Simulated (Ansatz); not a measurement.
Si$_{7}$O$_{16}$ (cell with a defect)

Input file:

```
crystal:
  lattice:
    - [-4.152, -4.152, 0.0]
    - [4.152, -4.152, 0.0]
    - [0.0, 0.0, 5.318]
  atoms:
    - { symbol: Si, position: [0.5, 0.5, 0.0] }
    - { symbol: Si, position: [0.0, 0.5, 0.25] }
    - { symbol: O, position: [0.192, 0.5, 0.0] }
    - { symbol: O, position: [0.0, 0.192, 0.25] }
    - { symbol: O, position: [0.808, 0.5, 0.0] }
    - { symbol: O, position: [0.0, 0.808, 0.25] }
    - { symbol: Si, position: [0.5, 0.5, 0.5] }
    - { symbol: Si, position: [0.0, 0.5, 0.75] }
    - { symbol: O, position: [0.192, 0.5, 0.5] }
    - { symbol: O, position: [0.0, 0.192, 0.75] }
    - { symbol: O, position: [0.808, 0.5, 0.5] }
    - { symbol: O, position: [0.0, 0.808, 0.75] }
    - { symbol: Si, position: [0.0, 0.0, 0.0] }
    - { symbol: Si, position: [0.5, 0.0, 0.75] }
    - { symbol: O, position: [0.692, 0.0, 0.0] }
    - { symbol: O, position: [0.5, 0.692, 0.25] }
    - { symbol: O, position: [0.308, 0.0, 0.0] }
    - { symbol: O, position: [0.5, 0.308, 0.25] }
    - { symbol: Si, position: [0.0, 0.0, 0.5] }
    - { symbol: O, position: [0.692, 0.0, 0.5] }
    - { symbol: O, position: [0.5, 0.692, 0.75] }
    - { symbol: O, position: [0.308, 0.0, 0.5] }
    - { symbol: O, position: [0.5, 0.308, 0.75] }
basis:
  ecutwfc: 420.0
kpoints:
  mp_grid: { grid: [2, 2, 2] }
hamiltonian:
  xc: pbesol
  pseudopotentials: { kind: paw, azcp: { folder: soft_1 } }
scf:
  occupations: { method: gaussian, width: 0.05 }
  lower_state_search: "off"
relax:
  f_tol: 0.03
  max_steps: 60
  adjacent_minimum: "off"
output:
  write_density: true
  write_potential: true
  elf: true
  volumetric_format: npy
```

Run with:

```sh
ansatz run input.yaml --threads 1 --pin off --max-ram 3072MiB --backend cpu --events-out ev --progress --plain --runs-dir out
```

The fields are those of the run's last geometry, not of the input's.

PAW files of the earlier set (soft_1).

These are results of Ansatz, DFT PBEsol, scalar-relativistic, plane waves, PAW, not measurements.

Question: What will maps of the valence pseudo-density and electron localisation function show?

Answer: Si–O (1.77 Å): the density is about 0.91 e/Å³ at the midpoint; the ELF peaks at about 0.85 between the atoms.

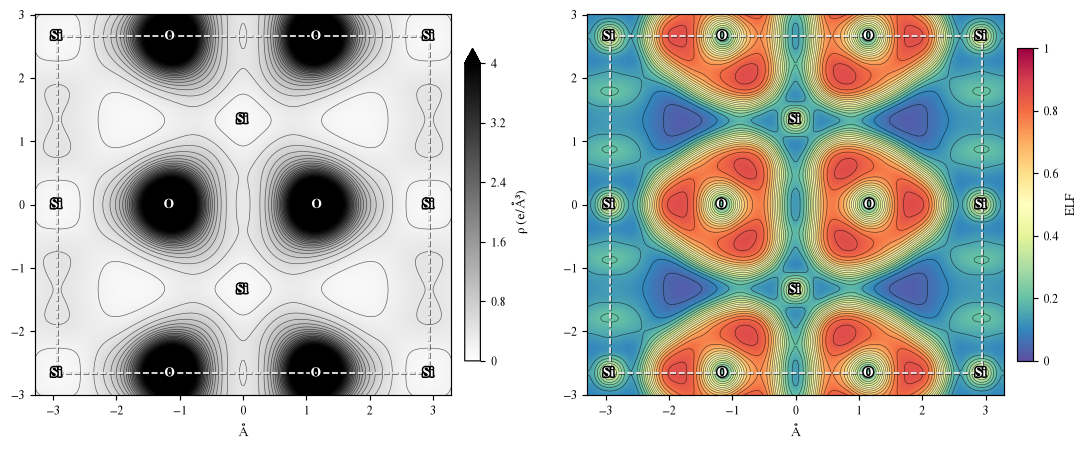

Computed valence pseudo-density and electron localisation function on the (100) plane of the calculation cell, in this order. 

In a PAW calculation such maps are meaningful between the atoms, not at the nuclei.
